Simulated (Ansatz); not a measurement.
## Geometry relaxation of Tl (part 1 of 2)

The run: geometry relaxation of Tl (P6₃/mmc, 2 atoms in the cell). Method and program: DFT PBE, scalar-relativistic, plane waves, PAW, no spin polarisation (Ansatz 0.2.0).

The structure derives from an entry of the Crystallography Open Database. It belongs to a series of runs on one base structure; here: the second end member. Figures and captions count atoms from 1; the log counts them from 0 in places.

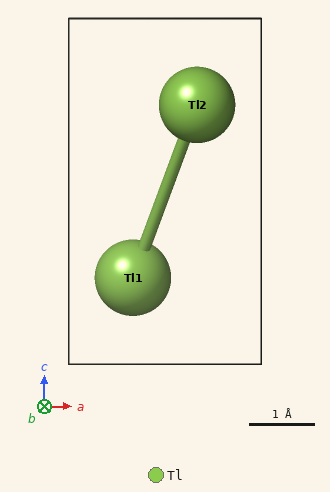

**Figure 1.** The input geometry (ball-and-stick view of the cell of the calculation, along the b axis; atoms are numbered from 1 in the order of the input). Near neighbours in the crystal (not all of them lie inside the picture): Tl has 12 Tl at 3.36 to 3.47 Å.

Results in brief

```csv
quantity,value
outcome,converged
space group (tolerance 0.01 Å),P6₃/mmc (194)
electrons treated,26
free energy,−22888.3052 eV
Fermi energy,9.143 eV
gap on the k-point mesh,none (metallic)
pressure,−0.02 GPa
final volume,62.90 Å³
largest force (length of the vector) at the end,under 0.001 eV/Å
final cell,"a = 3.611 Å, b = 3.611 Å, c = 5.569 Å, α = 90.00°, β = 90.00°, γ = 120.00°"
hardware,"2 threads of Intel Xeon (Sapphire Rapids), 64 GiB of memory available, shared host"
wall time,17 s (CPU time 32 s)
peak memory,0.53 GiB
```

Remarks

Spin–orbit coupling is left out, which matters for Tl.

The input
```yaml
crystal:
  lattice:
    - [3.4705966729, 0.0, 0.0]
    - [-1.7352983364, 3.005624885, 0.0]
    - [0.0, 0.0, 5.3976795222]
  atoms:
    - { symbol: Tl, position: [0.3333333333, 0.6666666667, 0.25] }
    - { symbol: Tl, position: [0.6666666667, 0.3333333333, 0.75] }
basis:
  ecutwfc: 420
kpoints:
  mp_grid: { grid: [15, 15, 8] }
hamiltonian:
  xc: pbe
scf:
  occupations: { method: gaussian, width: 0.1 }
output:
  forces: true
  stress: true
  eigenvalues: true
relax:
  adjacent_minimum: "off"
  f_tol: 0.005
  max_steps: 80
  cell: { stress_tol: 0.05 }
```

Launched with:
```bash
ansatz run input.yaml --threads 2 --pin off --max-ram 5120MiB --backend cpu --events-out ev --progress --plain --runs-dir out
```

Log
```
Engine: ansatz 0.2.0, x86_64-unknown-linux-gnu
Pseudopotentials: kind: paw
Pseudopotential: Tl, paw, valence charge 13, recommended cutoff 420 eV (normal), Tl.paw.azcp
Functional definition: PBE
  parameter kappa = 0.804
  parameter beta = 0.06672455060314922
  exchange = pbe_x(kappa = kappa, mu = beta*pi^2/3)
  correlation = pbe_c(beta = beta)
Crystal: 2 atoms, lattice volume = 56.305 Å³
Basis set: ecut = 420 eV, 1093 PW (Γ), exchange–correlation on 48×48×80 points (8 copies of the dense FFT grid, shifted against one another)
Bands: 17, of which v1, the nominal top of the filled ones, is band 13 counted from 1 (12 counted from 0)
Symmetry: 24 space group operations
Space group: P63/mmc (ITA 194), of the structure as read, at distance tolerance 3.8e-5 Å
k-points: 135 of 1800
Non-local potential: Tl, projectors of the file, l = 0: 2, l = 1: 2, l = 2: 2, l = 3: 1
PAW form: soft (Blöchl's): semilocal exchange-correlation on the pseudo side does not see the compensation charge
PAW one-centre angular grid: Tl, 590 points (default); XC on 64 Gauss nodes
Initial density: superposition of atomic densities (neutral atoms: chi_scale 0, normalization atom), corrected by the library's trained network
Initial wavefunctions: pseudopotential atomic-orbital guess
Functional: x = pbe(κ = 0.804, μ = 0.2195149727645171), c = pbe(β = 0.06672455060314922)
SCF iter   1: F=—  HF=-22888.235397 eV  |F-HF|=—  |Δ(HF+E_count)|=         —  Δρ=6.03e-4  dr2=2.10e-4  ethr=1.77e-3  ⟨swp⟩=5.8  Hψ=11286  notcnv=0
preconditioner: auto → Kerker (q_TF=auto, 2.399 Å⁻¹)  [metal: Δε(μ)=0.049 eV  Ē_g=13.833 eV  σ=0.100 eV  W_gap=0.27  n_scr=22 (ndim 8)  ℏωp=25.2 eV  f_vac=0.000  D(μ)=0.72/eV (n_scr^D=2)]
SCF iter   2: F=—  HF=-22888.233690 eV  |F-HF|=—  |Δ(HF+E_count)|=   1.71e-3  Δρ=3.95e-4  dr2=9.73e-5  ethr=8.08e-7  ⟨swp⟩=2.3  Hψ=4840  notcnv=0
SCF iter   3: F=—  HF=-22888.233730 eV  |F-HF|=—  |Δ(HF+E_count)|=   4.02e-5  Δρ=1.29e-4  dr2=1.34e-5  ethr=3.74e-7  ⟨swp⟩=2.0  Hψ=2607  notcnv=0
SCF iter   4: F=—  HF=-22888.233728 eV  |F-HF|=—  |Δ(HF+E_count)|=   2.00e-6  Δρ=5.14e-5  dr2=8.61e-7  ethr=5.16e-8  ⟨swp⟩=3.0  Hψ=4044  notcnv=0
iter 5 did not close the SCF: its close was put off for the readings that it lacked (scf_convergence_deferred on its scf_iter line)
SCF iter   5: F=-22888.233729 eV  HF=-22888.233729 eV  |F-HF|=4.53e-8  |Δ(HF+E_count)|=   9.32e-7  Δρ=1.36e-5  dr2=9.25e-8  ethr=3.31e-9  ⟨swp⟩=2.0  Hψ=4032  notcnv=0
SCF iter   6: F=-22888.233729 eV  HF=-22888.233729 eV  |F-HF|=4.34e-9  |Δ(HF+E_count)|=   9.91e-9  Δρ=3.90e-6  dr2=7.73e-9  ethr=3.56e-10  ⟨swp⟩=2.8  Hψ=9102  notcnv=0
SCF 1 converged in 6 iterations: F = -22888.233729 eV  dr2 = 7.73e-9
  greatest PAW one-centre occupation: 0.962 electrons in one spin orbital (limit 2), on the Tl atom at site 1 (counted from 0), in its partial waves of l = 2
relax step   1: F+E_penalty+E_count = -22888.23372892 eV  Δ(F+E_penalty+E_count) = +0.000e0 eV  max|allowed force component| = 1.793e-17 eV/Å  Δτ_max = 0.0000 Å  P = +3.942 GPa  Ω = 56.305 Å³  (6 SCF iters, dr2 threshold 1.00e-7 eV, accepted)
Crystal: 2 atoms, lattice volume = 61.847 Å³
Basis set: ecut = 420 eV, 1201 PW (Γ), exchange–correlation on 48×48×80 points (8 copies of the dense FFT grid, shifted against one another)
Initial density: handed on by an earlier stage of this run
Initial wavefunctions: those handed on with the density
iter 1 solved again at ethr=1.05e-5 eV; its pass at ethr=3.10e-3 eV (dr2=2.73e-3 eV) is discarded
SCF iter   1: F=—  HF=-22888.303356 eV  |F-HF|=—  |Δ(HF+E_count)|=         —  Δρ=1.78e-3  dr2=2.96e-3  ethr=1.05e-5  ⟨swp⟩=1.2  Hψ=13924  notcnv=0
preconditioner: auto → Kerker (q_TF=auto, 2.361 Å⁻¹)  [metal: Δε(μ)=0.029 eV  Ē_g=13.493 eV  σ=0.100 eV  W_gap=0.16  n_scr=22 (ndim 8)  ℏωp=24.1 eV  f_vac=0.000  D(μ)=0.78/eV (n_scr^D=2)]
SCF iter   2: F=—  HF=-22888.302577 eV  |F-HF|=—  |Δ(HF+E_count)|=   7.79e-4  Δρ=1.05e-3  dr2=9.43e-4  ethr=1.05e-5  ⟨swp⟩=2.0  Hψ=3915  notcnv=0
SCF iter   3: F=—  HF=-22888.302322 eV  |F-HF|=—  |Δ(HF+E_count)|=   2.56e-4  Δρ=2.71e-4  dr2=4.39e-5  ethr=3.63e-6  ⟨swp⟩=2.9  Hψ=4101  notcnv=0
SCF iter   4: F=—  HF=-22888.302322 eV  |F-HF|=—  |Δ(HF+E_count)|=   1.32e-7  Δρ=4.26e-5  dr2=7.80e-7  ethr=1.69e-7  ⟨swp⟩=2.0  Hψ=4052  notcnv=0
SCF iter   5: F=-22888.302323 eV  HF=-22888.302323 eV  |F-HF|=3.92e-8  |Δ(HF+E_count)|=   1.12e-6  Δρ=7.72e-6  dr2=2.80e-8  ethr=7.69e-10  ⟨swp⟩=5.0  Hψ=9984  notcnv=0
SCF 2 converged in 5 iterations: F = -22888.302323 eV  dr2 = 2.80e-8
  greatest PAW one-centre occupation: 0.963 electrons in one spin orbital (limit 2), on the Tl atom at site 1 (counted from 0), in its partial waves of l = 2
relax step   2: F+E_penalty+E_count = -22888.30232298 eV  Δ(F+E_penalty+E_count) = -6.859e-2 eV  max|allowed force component| = 2.313e-17 eV/Å  Δτ_max = 0.0000 Å  P = +0.447 GPa  Ω = 61.847 Å³  energy of the carried Pulay correction = -1.504e-3 eV  (5 SCF iters, dr2 threshold 2.00e-7 eV, accepted)
Crystal: 2 atoms, lattice volume = 62.641 Å³
Basis set: ecut = 420 eV, 1207 PW (Γ), exchange–correlation on 48×48×80 points (8 copies of the dense FFT grid, shifted against one another)
iter 1 solved again at ethr=1.49e-7 eV; its pass at ethr=3.10e-3 eV (dr2=3.86e-5 eV) is discarded
SCF iter   1: F=—  HF=-22888.303557 eV  |F-HF|=—  |Δ(HF+E_count)|=         —  Δρ=2.19e-4  dr2=4.64e-5  ethr=1.49e-7  ⟨swp⟩=2.3  Hψ=14987  notcnv=0
preconditioner: auto → Kerker (q_TF=auto, 2.356 Å⁻¹)  [metal: Δε(μ)=0.034 eV  Ē_g=13.408 eV  σ=0.100 eV  W_gap=0.19  n_scr=22 (ndim 8)  ℏωp=23.9 eV  f_vac=0.000  D(μ)=0.77/eV (n_scr^D=2)]
SCF iter   2: F=—  HF=-22888.303543 eV  |F-HF|=—  |Δ(HF+E_count)|=   1.37e-5  Δρ=1.26e-4  dr2=1.43e-5  ethr=1.49e-7  ⟨swp⟩=2.3  Hψ=4057  notcnv=0
SCF iter   3: F=—  HF=-22888.303539 eV  |F-HF|=—  |Δ(HF+E_count)|=   3.93e-6  Δρ=3.47e-5  dr2=8.36e-7  ethr=5.50e-8  ⟨swp⟩=3.0  Hψ=4136  notcnv=0
SCF iter   4: F=-22888.303539 eV  HF=-22888.303539 eV  |F-HF|=1.97e-8  |Δ(HF+E_count)|=   1.53e-8  Δρ=5.82e-6  dr2=1.49e-8  ethr=7.69e-10  ⟨swp⟩=5.0  Hψ=10188  notcnv=0
SCF 3 converged in 4 iterations: F = -22888.303539 eV  dr2 = 1.49e-8
relax step   3: F+E_penalty+E_count = -22888.30353892 eV  Δ(F+E_penalty+E_count) = -1.216e-3 eV  max|allowed force component| = 9.252e-18 eV/Å  Δτ_max = 0.0000 Å  P = +0.095 GPa  Ω = 62.641 Å³  energy of the carried Pulay correction = -1.702e-3 eV  (4 SCF iters, dr2 threshold 2.00e-7 eV, accepted)
Crystal: 2 atoms, lattice volume = 62.893 Å³
iter 1 solved again at ethr=8.48e-8 eV; its pass at ethr=3.10e-3 eV (dr2=2.20e-5 eV) is discarded
SCF iter   1: F=—  HF=-22888.303632 eV  |F-HF|=—  |Δ(HF+E_count)|=         —  Δρ=6.81e-5  dr2=4.65e-6  ethr=8.48e-8  ⟨swp⟩=3.1  Hψ=14990  notcnv=0
preconditioner: auto → Kerker (q_TF=auto, 2.355 Å⁻¹)  [metal: Δε(μ)=0.023 eV  Ē_g=13.389 eV  σ=0.100 eV  W_gap=0.13  n_scr=22 (ndim 8)  ℏωp=23.9 eV  f_vac=0.000  D(μ)=0.74/eV (n_scr^D=2)]
SCF iter   2: F=—  HF=-22888.303631 eV  |F-HF|=—  |Δ(HF+E_count)|=   1.58e-6  Δρ=4.17e-5  dr2=1.66e-6  ethr=1.79e-8  ⟨swp⟩=2.0  Hψ=3905  notcnv=0
SCF iter   3: F=—  HF=-22888.303631 eV  |F-HF|=—  |Δ(HF+E_count)|=   3.39e-7  Δρ=1.15e-5  dr2=1.09e-7  ethr=6.39e-9  ⟨swp⟩=2.3  Hψ=4081  notcnv=0
SCF iter   4: F=-22888.303631 eV  HF=-22888.303631 eV  |F-HF|=1.75e-9  |Δ(HF+E_count)|=   9.97e-9  Δρ=2.16e-6  dr2=3.42e-9  ethr=1.91e-10  ⟨swp⟩=4.1  Hψ=7423  notcnv=0
SCF 4 converged in 4 iterations: F = -22888.303631 eV  dr2 = 3.42e-9
relax step   4: F+E_penalty+E_count = -22888.30363057 eV  Δ(F+E_penalty+E_count) = -9.165e-5 eV  max|allowed force component| = 2.891e-17 eV/Å  Δτ_max = 0.0000 Å  P = -0.009 GPa  Ω = 62.893 Å³  energy of the carried Pulay correction = -1.764e-3 eV  (4 SCF iters, dr2 threshold 4.96e-8 eV, accepted)
Crystal: 2 atoms, lattice volume = 62.950 Å³
iter 1 solved again at ethr=6.69e-8 eV; its pass at ethr=3.10e-3 eV (dr2=1.74e-5 eV) is discarded
SCF iter   1: F=—  HF=-22888.303668 eV  |F-HF|=—  |Δ(HF+E_count)|=         —  Δρ=2.86e-5  dr2=7.25e-7  ethr=6.69e-8  ⟨swp⟩=3.0  Hψ=14924  notcnv=0
preconditioner: auto → Kerker (q_TF=auto, 2.354 Å⁻¹)  [metal: Δε(μ)=0.058 eV  Ē_g=13.383 eV  σ=0.100 eV  W_gap=0.30  n_scr=22 (ndim 8)  ℏωp=23.9 eV  f_vac=0.000  D(μ)=0.72/eV (n_scr^D=2)]
SCF iter   2: F=—  HF=-22888.303666 eV  |F-HF|=—  |Δ(HF+E_count)|=   2.02e-6  Δρ=1.98e-5  dr2=3.75e-7  ethr=2.79e-9  ⟨swp⟩=1.0  Hψ=2309  notcnv=0
SCF iter   3: F=-22888.303666 eV  HF=-22888.303666 eV  |F-HF|=9.68e-10  |Δ(HF+E_count)|=   1.34e-8  Δρ=3.27e-6  dr2=9.79e-9  ethr=5.89e-11  ⟨swp⟩=3.0  Hψ=9782  notcnv=0
SCF 5 converged in 3 iterations: F = -22888.303666 eV  dr2 = 9.79e-9
relax step   5: F+E_penalty+E_count = -22888.30366570 eV  Δ(F+E_penalty+E_count) = -3.513e-5 eV  max|allowed force component| = 1.850e-17 eV/Å  Δτ_max = 0.0000 Å  P = -0.030 GPa  Ω = 62.950 Å³  energy of the carried Pulay correction = -1.778e-3 eV  (3 SCF iters, dr2 threshold 1.53e-8 eV, accepted)
Crystal: 2 atoms, lattice volume = 62.898 Å³
iter 1 solved again at ethr=6.30e-8 eV; its pass at ethr=3.10e-3 eV (dr2=1.64e-5 eV) is discarded
SCF iter   1: F=—  HF=-22888.303708 eV  |F-HF|=—  |Δ(HF+E_count)|=         —  Δρ=3.43e-5  dr2=9.90e-7  ethr=6.30e-8  ⟨swp⟩=3.0  Hψ=14853  notcnv=0
preconditioner: auto → Kerker (q_TF=auto, 2.355 Å⁻¹)  [metal: Δε(μ)=0.070 eV  Ē_g=13.385 eV  σ=0.100 eV  W_gap=0.36  n_scr=22 (ndim 8)  ℏωp=23.9 eV  f_vac=0.000  D(μ)=0.70/eV (n_scr^D=2)]
SCF iter   2: F=—  HF=-22888.303710 eV  |F-HF|=—  |Δ(HF+E_count)|=   2.21e-6  Δρ=2.29e-5  dr2=4.59e-7  ethr=3.81e-9  ⟨swp⟩=1.1  Hψ=2372  notcnv=0
SCF iter   3: F=—  HF=-22888.303710 eV  |F-HF|=—  |Δ(HF+E_count)|=   1.57e-8  Δρ=5.13e-6  dr2=2.99e-8  ethr=1.77e-9  ⟨swp⟩=2.0  Hψ=4052  notcnv=0
SCF iter   4: F=-22888.303710 eV  HF=-22888.303710 eV  |F-HF|=2.55e-11  |Δ(HF+E_count)|=   1.42e-9  Δρ=1.50e-6  dr2=1.62e-9  ethr=5.02e-11  ⟨swp⟩=4.0  Hψ=8143  notcnv=0
SCF 6 converged in 4 iterations: F = -22888.303710 eV  dr2 = 1.62e-9
relax step   6: F+E_penalty+E_count = -22888.30371025 eV  Δ(F+E_penalty+E_count) = -4.454e-5 eV  max|allowed force component| = 2.082e-17 eV/Å  Δτ_max = 0.0000 Å  P = -0.006 GPa  Ω = 62.898 Å³  energy of the carried Pulay correction = -1.766e-3 eV  (4 SCF iters, dr2 threshold 1.30e-8 eV, accepted)
Basis set: ecut = 420 eV, 1207 PW (Γ), exchange–correlation on 50×50×80 points (8 copies of the dense FFT grid, shifted against one another)
Initial wavefunctions: pseudopotential atomic-orbital guess (no wavefunctions were taken with the density)
iter 1 solved again at ethr=9.98e-8 eV; its pass at ethr=3.10e-3 eV (dr2=2.59e-5 eV) is discarded
```
